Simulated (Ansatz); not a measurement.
## C$_{216}$: single-point calculation (part 2 of 2)

C$_{216}$ (Fd-3m, 216 atoms in the cell); DFT, r2SCAN, PAW, plane waves (Ansatz 0.2.0); cutoff 500 eV, 1×1×1 k-mesh, Fermi–Dirac smearing of 0.01 eV. The structure was built on a prototype by a generator.

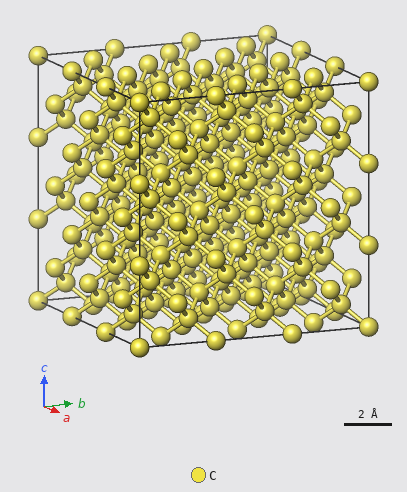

**Figure 1.** The input geometry (ball-and-stick view of the cell of the calculation, seen slightly off an axis).

**The program's output, continued**
```
--- Forces (eV/Å), atoms counted from 1 ---
  atom   1  C      0.00000000     0.00000000    -0.00000000
  atom   2  C     -0.00000000    -0.00000000     0.00000000
  atom   3  C      0.00000000     0.00000000     0.00000000
  atom   4  C      0.00000000     0.00000000     0.00000000
  atom   5  C      0.00000000    -0.00000000     0.00000000
  atom   6  C     -0.00000000    -0.00000000    -0.00000000
  atom   7  C      0.00000000     0.00000000    -0.00000000
  atom   8  C     -0.00000000     0.00000000    -0.00000000
  atom   9  C     -0.00000000    -0.00000000    -0.00000000
  atom  10  C      0.00000000     0.00000000     0.00000000
  atom  11  C      0.00000000    -0.00000000     0.00000000
  atom  12  C      0.00000000    -0.00000000    -0.00000000
  atom  13  C      0.00000000     0.00000000     0.00000000
  atom  14  C      0.00000000     0.00000000     0.00000000
  atom  15  C      0.00000000    -0.00000000    -0.00000000
  atom  16  C      0.00000000    -0.00000000    -0.00000000
  atom  17  C     -0.00000000     0.00000000    -0.00000000
  atom  18  C      0.00000000    -0.00000000    -0.00000000
  atom  19  C      0.00000000     0.00000000     0.00000000
  atom  20  C      0.00000000    -0.00000000     0.00000000
  atom  21  C      0.00000000     0.00000000     0.00000000
  atom  22  C      0.00000000     0.00000000     0.00000000
  atom  23  C     -0.00000000     0.00000000     0.00000000
  atom  24  C      0.00000000     0.00000000    -0.00000000
  atom  25  C     -0.00000000     0.00000000     0.00000000
  atom  26  C      0.00000000     0.00000000    -0.00000000
  atom  27  C      0.00000000     0.00000000    -0.00000000
  atom  28  C     -0.00000000     0.00000000    -0.00000000
  atom  29  C      0.00000000    -0.00000000     0.00000000
  atom  30  C      0.00000000     0.00000000    -0.00000000
  atom  31  C      0.00000000    -0.00000000     0.00000000
  atom  32  C      0.00000000    -0.00000000     0.00000000
  atom  33  C     -0.00000000    -0.00000000    -0.00000000
  atom  34  C      0.00000000     0.00000000     0.00000000
  atom  35  C      0.00000000     0.00000000    -0.00000000
  atom  36  C     -0.00000000    -0.00000000     0.00000000
  atom  37  C      0.00000000     0.00000000     0.00000000
  atom  38  C      0.00000000    -0.00000000     0.00000000
  atom  39  C      0.00000000    -0.00000000     0.00000000
  atom  40  C      0.00000000    -0.00000000    -0.00000000
  atom  41  C     -0.00000000    -0.00000000    -0.00000000
  atom  42  C      0.00000000    -0.00000000    -0.00000000
  atom  43  C      0.00000000     0.00000000     0.00000000
  atom  44  C      0.00000000     0.00000000    -0.00000000
  atom  45  C     -0.00000000    -0.00000000     0.00000000
  atom  46  C      0.00000000     0.00000000     0.00000000
  atom  47  C      0.00000000    -0.00000000    -0.00000000
  atom  48  C      0.00000000     0.00000000    -0.00000000
  atom  49  C     -0.00000000    -0.00000000    -0.00000000
  atom  50  C     -0.00000000    -0.00000000     0.00000000
  atom  51  C     -0.00000000    -0.00000000    -0.00000000
  atom  52  C      0.00000000     0.00000000     0.00000000
  atom  53  C      0.00000000    -0.00000000     0.00000000
  atom  54  C      0.00000000    -0.00000000    -0.00000000
  atom  55  C      0.00000000     0.00000000     0.00000000
  atom  56  C      0.00000000     0.00000000     0.00000000
  atom  57  C      0.00000000     0.00000000    -0.00000000
  atom  58  C      0.00000000    -0.00000000    -0.00000000
  atom  59  C     -0.00000000     0.00000000     0.00000000
  atom  60  C      0.00000000    -0.00000000    -0.00000000
  atom  61  C      0.00000000     0.00000000    -0.00000000
  atom  62  C      0.00000000    -0.00000000    -0.00000000
  atom  63  C      0.00000000     0.00000000     0.00000000
  atom  64  C      0.00000000     0.00000000    -0.00000000
  atom  65  C      0.00000000     0.00000000     0.00000000
  atom  66  C     -0.00000000    -0.00000000     0.00000000
  atom  67  C     -0.00000000    -0.00000000    -0.00000000
  atom  68  C     -0.00000000     0.00000000    -0.00000000
  atom  69  C     -0.00000000    -0.00000000    -0.00000000
  atom  70  C      0.00000000     0.00000000    -0.00000000
  atom  71  C     -0.00000000     0.00000000    -0.00000000
  atom  72  C     -0.00000000     0.00000000     0.00000000
  atom  73  C     -0.00000000    -0.00000000    -0.00000000
  atom  74  C      0.00000000     0.00000000     0.00000000
  atom  75  C      0.00000000    -0.00000000     0.00000000
  atom  76  C     -0.00000000    -0.00000000    -0.00000000
  atom  77  C     -0.00000000     0.00000000     0.00000000
  atom  78  C     -0.00000000    -0.00000000     0.00000000
  atom  79  C     -0.00000000     0.00000000     0.00000000
  atom  80  C     -0.00000000    -0.00000000    -0.00000000
  atom  81  C     -0.00000000     0.00000000    -0.00000000
  atom  82  C      0.00000000     0.00000000    -0.00000000
  atom  83  C      0.00000000    -0.00000000     0.00000000
  atom  84  C      0.00000000     0.00000000    -0.00000000
  atom  85  C     -0.00000000     0.00000000    -0.00000000
  atom  86  C      0.00000000    -0.00000000     0.00000000
  atom  87  C      0.00000000    -0.00000000    -0.00000000
  atom  88  C      0.00000000     0.00000000     0.00000000
  atom  89  C      0.00000000    -0.00000000    -0.00000000
  atom  90  C      0.00000000     0.00000000    -0.00000000
  atom  91  C      0.00000000     0.00000000     0.00000000
  atom  92  C      0.00000000    -0.00000000     0.00000000
  atom  93  C      0.00000000    -0.00000000    -0.00000000
  atom  94  C     -0.00000000     0.00000000     0.00000000
  atom  95  C     -0.00000000    -0.00000000     0.00000000
  atom  96  C     -0.00000000     0.00000000    -0.00000000
  atom  97  C      0.00000000     0.00000000     0.00000000
  atom  98  C     -0.00000000    -0.00000000    -0.00000000
  atom  99  C     -0.00000000     0.00000000    -0.00000000
  atom 100  C      0.00000000     0.00000000     0.00000000
  atom 101  C      0.00000000    -0.00000000     0.00000000
  atom 102  C      0.00000000    -0.00000000    -0.00000000
  atom 103  C     -0.00000000     0.00000000     0.00000000
  atom 104  C     -0.00000000    -0.00000000    -0.00000000
  atom 105  C     -0.00000000    -0.00000000    -0.00000000
  atom 106  C      0.00000000     0.00000000     0.00000000
  atom 107  C      0.00000000    -0.00000000    -0.00000000
  atom 108  C     -0.00000000     0.00000000    -0.00000000
  atom 109  C      0.00000000    -0.00000000    -0.00000000
  atom 110  C      0.00000000    -0.00000000     0.00000000
  atom 111  C      0.00000000     0.00000000    -0.00000000
  atom 112  C     -0.00000000     0.00000000    -0.00000000
  atom 113  C     -0.00000000     0.00000000    -0.00000000
  atom 114  C      0.00000000     0.00000000    -0.00000000
  atom 115  C     -0.00000000     0.00000000    -0.00000000
  atom 116  C      0.00000000    -0.00000000    -0.00000000
  atom 117  C     -0.00000000    -0.00000000    -0.00000000
  atom 118  C      0.00000000    -0.00000000    -0.00000000
  atom 119  C      0.00000000    -0.00000000     0.00000000
  atom 120  C      0.00000000     0.00000000    -0.00000000
  atom 121  C      0.00000000    -0.00000000    -0.00000000
  atom 122  C     -0.00000000     0.00000000    -0.00000000
  atom 123  C     -0.00000000     0.00000000    -0.00000000
  atom 124  C      0.00000000     0.00000000    -0.00000000
  atom 125  C     -0.00000000     0.00000000    -0.00000000
  atom 126  C      0.00000000    -0.00000000    -0.00000000
  atom 127  C      0.00000000    -0.00000000    -0.00000000
  atom 128  C      0.00000000    -0.00000000     0.00000000
  atom 129  C      0.00000000     0.00000000    -0.00000000
  atom 130  C      0.00000000     0.00000000     0.00000000
  atom 131  C     -0.00000000     0.00000000    -0.00000000
  atom 132  C      0.00000000    -0.00000000    -0.00000000
  atom 133  C     -0.00000000     0.00000000    -0.00000000
  atom 134  C     -0.00000000     0.00000000    -0.00000000
  atom 135  C      0.00000000    -0.00000000    -0.00000000
  atom 136  C      0.00000000     0.00000000    -0.00000000
  atom 137  C      0.00000000    -0.00000000    -0.00000000
  atom 138  C      0.00000000     0.00000000     0.00000000
  atom 139  C      0.00000000    -0.00000000     0.00000000
  atom 140  C     -0.00000000    -0.00000000    -0.00000000
  atom 141  C     -0.00000000    -0.00000000    -0.00000000
  atom 142  C     -0.00000000     0.00000000    -0.00000000
  atom 143  C      0.00000000     0.00000000     0.00000000
  atom 144  C      0.00000000     0.00000000     0.00000000
  atom 145  C      0.00000000     0.00000000     0.00000000
  atom 146  C      0.00000000    -0.00000000     0.00000000
  atom 147  C      0.00000000     0.00000000     0.00000000
  atom 148  C      0.00000000    -0.00000000    -0.00000000
  atom 149  C      0.00000000    -0.00000000     0.00000000
  atom 150  C     -0.00000000    -0.00000000    -0.00000000
  atom 151  C     -0.00000000     0.00000000    -0.00000000
  atom 152  C     -0.00000000     0.00000000    -0.00000000
  atom 153  C      0.00000000     0.00000000     0.00000000
  atom 154  C      0.00000000     0.00000000     0.00000000
  atom 155  C      0.00000000    -0.00000000    -0.00000000
  atom 156  C      0.00000000     0.00000000    -0.00000000
  atom 157  C      0.00000000     0.00000000    -0.00000000
  atom 158  C      0.00000000    -0.00000000     0.00000000
  atom 159  C      0.00000000    -0.00000000    -0.00000000
  atom 160  C      0.00000000     0.00000000     0.00000000
  atom 161  C     -0.00000000     0.00000000     0.00000000
  atom 162  C      0.00000000    -0.00000000     0.00000000
  atom 163  C      0.00000000     0.00000000     0.00000000
  atom 164  C      0.00000000     0.00000000    -0.00000000
  atom 165  C      0.00000000     0.00000000    -0.00000000
  atom 166  C     -0.00000000    -0.00000000     0.00000000
  atom 167  C     -0.00000000    -0.00000000    -0.00000000
  atom 168  C     -0.00000000    -0.00000000    -0.00000000
  atom 169  C      0.00000000     0.00000000    -0.00000000
  atom 170  C     -0.00000000     0.00000000    -0.00000000
  atom 171  C     -0.00000000     0.00000000     0.00000000
  atom 172  C     -0.00000000     0.00000000     0.00000000
  atom 173  C     -0.00000000     0.00000000    -0.00000000
  atom 174  C      0.00000000    -0.00000000    -0.00000000
  atom 175  C     -0.00000000     0.00000000    -0.00000000
  atom 176  C     -0.00000000    -0.00000000    -0.00000000
  atom 177  C     -0.00000000    -0.00000000    -0.00000000
  atom 178  C     -0.00000000     0.00000000     0.00000000
  atom 179  C     -0.00000000     0.00000000    -0.00000000
  atom 180  C     -0.00000000     0.00000000    -0.00000000
  atom 181  C     -0.00000000     0.00000000     0.00000000
  atom 182  C      0.00000000     0.00000000    -0.00000000
  atom 183  C      0.00000000     0.00000000     0.00000000
  atom 184  C      0.00000000    -0.00000000     0.00000000
  atom 185  C      0.00000000    -0.00000000    -0.00000000
  atom 186  C      0.00000000    -0.00000000    -0.00000000
  atom 187  C      0.00000000     0.00000000    -0.00000000
  atom 188  C      0.00000000     0.00000000    -0.00000000
  atom 189  C      0.00000000     0.00000000    -0.00000000
  atom 190  C      0.00000000     0.00000000     0.00000000
  atom 191  C     -0.00000000    -0.00000000    -0.00000000
  atom 192  C      0.00000000     0.00000000    -0.00000000
  atom 193  C     -0.00000000     0.00000000     0.00000000
  atom 194  C     -0.00000000    -0.00000000     0.00000000
  atom 195  C     -0.00000000     0.00000000    -0.00000000
  atom 196  C      0.00000000    -0.00000000    -0.00000000
  atom 197  C     -0.00000000     0.00000000     0.00000000
  atom 198  C      0.00000000     0.00000000     0.00000000
  atom 199  C      0.00000000     0.00000000     0.00000000
  atom 200  C     -0.00000000    -0.00000000     0.00000000
  atom 201  C     -0.00000000     0.00000000     0.00000000
  atom 202  C     -0.00000000     0.00000000     0.00000000
  atom 203  C     -0.00000000    -0.00000000     0.00000000
  atom 204  C     -0.00000000    -0.00000000    -0.00000000
  atom 205  C     -0.00000000    -0.00000000    -0.00000000
  atom 206  C      0.00000000     0.00000000    -0.00000000
  atom 207  C      0.00000000     0.00000000     0.00000000
  atom 208  C      0.00000000     0.00000000     0.00000000
  atom 209  C      0.00000000    -0.00000000     0.00000000
  atom 210  C      0.00000000     0.00000000    -0.00000000
  atom 211  C      0.00000000     0.00000000     0.00000000
  atom 212  C      0.00000000    -0.00000000    -0.00000000
  atom 213  C      0.00000000    -0.00000000    -0.00000000
  atom 214  C      0.00000000     0.00000000     0.00000000
  atom 215  C      0.00000000    -0.00000000    -0.00000000
  atom 216  C      0.00000000     0.00000000     0.00000000
  max |Σ_I F_I| component: 1.69e-21 eV/Å
--- Band table (eV) ---
  k-point 0: bands = ["-9.3335", "-8.2589", "-8.2589", "-8.2589", "-8.2589", "-8.2589", "-8.2589", "-7.1999", "-7.1999", "-7.1999", ... 438 levels left out ..., "18.7025", "18.7025", "19.4018", "19.4018", "19.4018", "20.2182", "20.2182", "20.2182", "20.2182", "20.2182", "20.2182", "20.2182", "20.2182", "20.2182", "20.2182", "20.2182", "20.2182", "21.0048", "21.0048", "21.0048", "21.0048", "21.0048", "21.0048", "21.0048", "21.0048", "21.0048", "21.0048", "21.0048", "21.0048",
      "21.0048", "21.0048", "21.0048", "21.0048", "21.0048", "21.0048", "21.0048", "21.0048", "21.0048", "21.0048", "21.0048", "21.0048", "21.5810", "21.5810", "21.5810", "21.5810", "21.5810", "21.5810", "21.5810", "21.5810", "21.5810", "21.5810", "21.5810", "21.5810", "21.6600", "21.6600", "21.6600", "21.6600", "21.6600", "21.6600", "21.6600", "21.6600", "21.6600", "21.6600", "21.6600", "21.6600", "21.6600", "21.6600", "21.6600", "21.6600",
      "21.6600", "21.6600", "21.6600", "21.6600", "21.6600", "21.6600", "21.6600", "21.6600", "21.6705", "21.6705", "21.6705", "21.6705", "21.6705", "21.6705", "22.2118", "22.2118", "22.2118", "22.2118", "22.2118", "22.2118", "22.2118", "22.2118", "22.2118", "22.2118", "22.2118", "22.2118", "22.2118", "22.2118", "22.2118", "22.2118", "22.2118", "22.2118", "22.2118", "22.2118", "22.2118", "22.2118", "22.2118", "22.2118", "22.2726", "22.2726",
      "22.2726", "22.2726", "22.2726", "22.2726", "22.2726", "22.2726", "22.2726", "22.2726", "22.2726", "22.2726", "22.2726", "22.2726", "22.2726", "22.2726", "22.5043", "22.5043", "22.5043", "22.5043", "22.5043", "22.5043", "22.5043", "22.5043", "22.6300", "22.6300", "22.6300", "22.6300", "22.6300", "22.6300", "22.6300", "22.6300", "22.6300", "22.6300", "22.6300", "22.6300", "23.1058", "23.1058", "23.1058", "23.1058", "23.1058", "23.1058",
      "23.1058", "23.1058", "23.1058", "23.1058", "23.1058", "23.1058", "23.4581", "23.4581", "23.4581", "23.4581", "23.4581", "23.4581", "23.4581", "23.4581", "23.4581", "23.4581", "23.4581", "23.4581", "24.1396", "24.1396", "24.1396", "24.1396", "24.1396", "24.1396", "24.1396", "24.1396", "24.1396", "24.1396", "24.1396", "24.1396", "24.1396", "24.1396", "24.1396", "24.1396", "24.1396", "24.1396", "24.1396", "24.1396", "24.1396", "24.1396",
      "24.1396", "24.1396", "24.8923", "24.8923", "24.8923", "24.8923", "24.8923", "24.8923", "24.8923", "24.8923", "24.8923"]
--- Löwdin populations: 216 sites ---
  site symbol       q [e]
     0      C      3.9850
     1      C      3.9850
     2      C      3.9850
     3      C      3.9850
     4      C      3.9850
     5      C      3.9850
     6      C      3.9850
     7      C      3.9850
     8      C      3.9850
     9      C      3.9850
    10      C      3.9850
    11      C      3.9850
    12      C      3.9850
    13      C      3.9850
    14      C      3.9850
    15      C      3.9850
    16      C      3.9850
    17      C      3.9850
    18      C      3.9850
    19      C      3.9850
    20      C      3.9850
    21      C      3.9850
    22      C      3.9850
    23      C      3.9850
    24      C      3.9850
    25      C      3.9850
    26      C      3.9850
    27      C      3.9850
    28      C      3.9850
    29      C      3.9850
    30      C      3.9850
    31      C      3.9850
    32      C      3.9850
    33      C      3.9850
    34      C      3.9850
    35      C      3.9850
    36      C      3.9850
    37      C      3.9850
    38      C      3.9850
    39      C      3.9850
    40      C      3.9850
    41      C      3.9850
    42      C      3.9850
    43      C      3.9850
    44      C      3.9850
    45      C      3.9850
    46      C      3.9850
    47      C      3.9850
    48      C      3.9850
    49      C      3.9850
    50      C      3.9850
    51      C      3.9850
    52      C      3.9850
    53      C      3.9850
    54      C      3.9850
    55      C      3.9850
    56      C      3.9850
    57      C      3.9850
    58      C      3.9850
    59      C      3.9850
    60      C      3.9850
    61      C      3.9850
    62      C      3.9850
    63      C      3.9850
    64      C      3.9850
    65      C      3.9850
    66      C      3.9850
    67      C      3.9850
    68      C      3.9850
    69      C      3.9850
    70      C      3.9850
    71      C      3.9850
    72      C      3.9850
    73      C      3.9850
    74      C      3.9850
    75      C      3.9850
    76      C      3.9850
    77      C      3.9850
    78      C      3.9850
    79      C      3.9850
    80      C      3.9850
    81      C      3.9850
    82      C      3.9850
    83      C      3.9850
    84      C      3.9850
    85      C      3.9850
    86      C      3.9850
    87      C      3.9850
    88      C      3.9850
    89      C      3.9850
    90      C      3.9850
    91      C      3.9850
    92      C      3.9850
    93      C      3.9850
    94      C      3.9850
    95      C      3.9850
    96      C      3.9850
    97      C      3.9850
    98      C      3.9850
    99      C      3.9850
   100      C      3.9850
   101      C      3.9850
   102      C      3.9850
   103      C      3.9850
   104      C      3.9850
   105      C      3.9850
   106      C      3.9850
   107      C      3.9850
   108      C      3.9850
   109      C      3.9850
   110      C      3.9850
   111      C      3.9850
   112      C      3.9850
   113      C      3.9850
   114      C      3.9850
   115      C      3.9850
   116      C      3.9850
   117      C      3.9850
   118      C      3.9850
   119      C      3.9850
   120      C      3.9850
   121      C      3.9850
   122      C      3.9850
   123      C      3.9850
   124      C      3.9850
   125      C      3.9850
   126      C      3.9850
   127      C      3.9850
   128      C      3.9850
   129      C      3.9850
   130      C      3.9850
   131      C      3.9850
   132      C      3.9850
   133      C      3.9850
   134      C      3.9850
   135      C      3.9850
   136      C      3.9850
   137      C      3.9850
   138      C      3.9850
   139      C      3.9850
   140      C      3.9850
   141      C      3.9850
   142      C      3.9850
   143      C      3.9850
   144      C      3.9850
   145      C      3.9850
   146      C      3.9850
   147      C      3.9850
   148      C      3.9850
   149      C      3.9850
   150      C      3.9850
   151      C      3.9850
   152      C      3.9850
   153      C      3.9850
   154      C      3.9850
   155      C      3.9850
   156      C      3.9850
   157      C      3.9850
   158      C      3.9850
   159      C      3.9850
   160      C      3.9850
   161      C      3.9850
   162      C      3.9850
   163      C      3.9850
   164      C      3.9850
   165      C      3.9850
   166      C      3.9850
   167      C      3.9850
   168      C      3.9850
   169      C      3.9850
   170      C      3.9850
   171      C      3.9850
   172      C      3.9850
   173      C      3.9850
   174      C      3.9850
   175      C      3.9850
   176      C      3.9850
   177      C      3.9850
   178      C      3.9850
   179      C      3.9850
   180      C      3.9850
   181      C      3.9850
   182      C      3.9850
   183      C      3.9850
   184      C      3.9850
   185      C      3.9850
   186      C      3.9850
   187      C      3.9850
   188      C      3.9850
   189      C      3.9850
   190      C      3.9850
   191      C      3.9850
   192      C      3.9850
   193      C      3.9850
   194      C      3.9850
   195      C      3.9850
   196      C      3.9850
   197      C      3.9850
   198      C      3.9850
   199      C      3.9850
   200      C      3.9850
   201      C      3.9850
   202      C      3.9850
   203      C      3.9850
   204      C      3.9850
   205      C      3.9850
   206      C      3.9850
   207      C      3.9850
   208      C      3.9850
   209      C      3.9850
   210      C      3.9850
   211      C      3.9850
   212      C      3.9850
   213      C      3.9850
   214      C      3.9850
   215      C      3.9850
  spilling = 0.003760 (of n_electrons = 864.000000)
```
